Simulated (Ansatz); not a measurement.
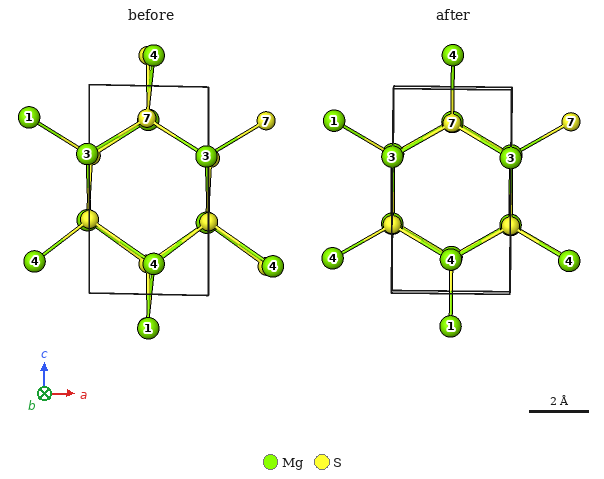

The structure of solid MgS (set up in P1) (coarse preliminary run) before (left) and after (right) a relaxation, at one scale.

A ball-and-stick model of the cell of the calculation, seen along the b axis.

The calculation used Ansatz, DFT PBE, scalar-relativistic, plane waves, PAW.

Input file:
```yaml
crystal:
  lattice:
    - [-4.0902623224, 0.0423917717, 0.0129009835]
    - [0.0206367162, 0.0884125204, -6.4427629668]
    - [0.0734247025, -7.1550105651, 0.0957318888]
  atoms:
    - { symbol: Mg, position: [0.4951283477, 0.5114685558, 0.8366737476] }
    - { symbol: Mg, position: [-0.0135017284, 0.5058712524, 0.3490525337] }
    - { symbol: Mg, position: [-0.0165149253, -0.0067952187, 0.6667849205] }
    - { symbol: Mg, position: [0.5404826288, -0.01091046, 0.1460643288] }
    - { symbol: S, position: [0.0167203897, 0.6249003477, 0.6582839922] }
    - { symbol: S, position: [0.4921673022, 0.6227770672, 0.1456632963] }
    - { symbol: S, position: [0.4838048543, 0.1263023796, 0.8441115927] }
    - { symbol: S, position: [0.0017131311, 0.1263901159, 0.3533655883] }
basis:
  ecutwfc: 420
kpoints:
  mp_grid: { grid: [4, 2, 2] }
hamiltonian:
  xc: pbe
scf:
  occupations: { method: gaussian, width: 0.1 }
  lower_state_search: "off"
output:
  forces: true
  stress: true
  eigenvalues: true
relax:
  adjacent_minimum: "off"
  f_tol: 0.025
  max_steps: 60
  cell: { stress_tol: 0.25 }
```

Command:
```bash
ansatz run input.yaml --threads 1 --pin off --max-ram 2560MiB --backend cpu --events-out ev --progress --plain --runs-dir out
```

### Summarise the run.

Mg4 moves most relative to the cell: 0.23 Å roughly along [−2 1 1]. By element the largest moves are Mg 0.23 Å, S 0.15 Å. The drawn cell changes as follows: a 4.091 → 4.060 Å (−0.7 %), b 6.443 → 6.473 Å (+0.5 %), c 7.156 → 7.016 Å (−2.0 %), α 91.6° → 90.0°, β 91.2° → 90.1°, γ 90.4° → 90.0°; the volume changes by −2.2 %. Some distances before and after: Mg4–S8 2.816 → 2.465 Å, Mg2–S6 2.670 → 2.463 Å, Mg1–S5 2.619 → 2.464 Å, Mg1–S6 2.306 → 2.461 Å. Among the angles between lasting bonds that change: S8–Mg4–S8 100.0° → 110.9°, Mg4–S8–Mg4 100.0° → 110.9°, S6–Mg2–S6 102.0° → 111.0°. The space group stays P1 (No. 1). After 2 accepted moves (3 points after the start) the energy has fallen by 0.557 eV per cell of the calculation. Largest force component: 1.4 eV/Å at the start, 0.022 eV/Å at the end. The pressure goes from 0.11 to 0.13 GPa. The SCF was repeated once at an unchanged geometry on a basis and grid sized afresh for the cell, which shifted the energy by 0.1 meV per cell of the calculation at most. Cost: 12 s on 1 thread of Intel(R) Xeon(R) 6975P-C (Granite Rapids), with other jobs on the host, peak memory 0.44 GiB.
